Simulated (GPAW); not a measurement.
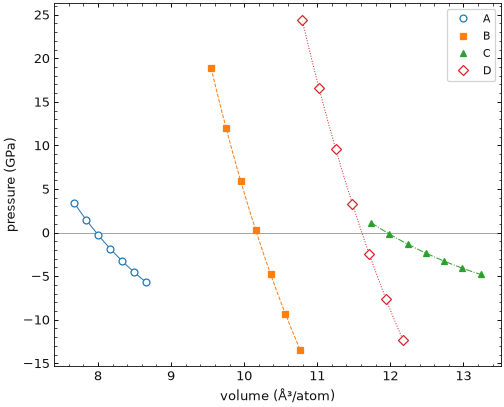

The plot gives the computed pressure against volume, with one curve for each compound, for HfN, LiF, NaF and TiC (all in space group Fm-3m (No. 225)). The labels are replaced by letters.

Computed with GPAW 26.7.0: PAW DFT in plane waves, on a grid or in atomic orbitals, no spin polarisation; energies at scaled volumes of the given cell, shape and fractions fixed, counted from the fit's minimum, third-order Birch-Murnaghan fit. Level: r2SCAN.

occupations Fermi–Dirac; smearing width 0.05 eV; potentials GPAW PAW data sets (gpaw data 1.2.1); wave cutoff 800 eV.

**Which letter stands for which compound?**

A: LiF; B: TiC; C: NaF; D: HfN.

Caveats: the fit and the printed pressures don't fully agree, or the minimum lies near the end of the range.
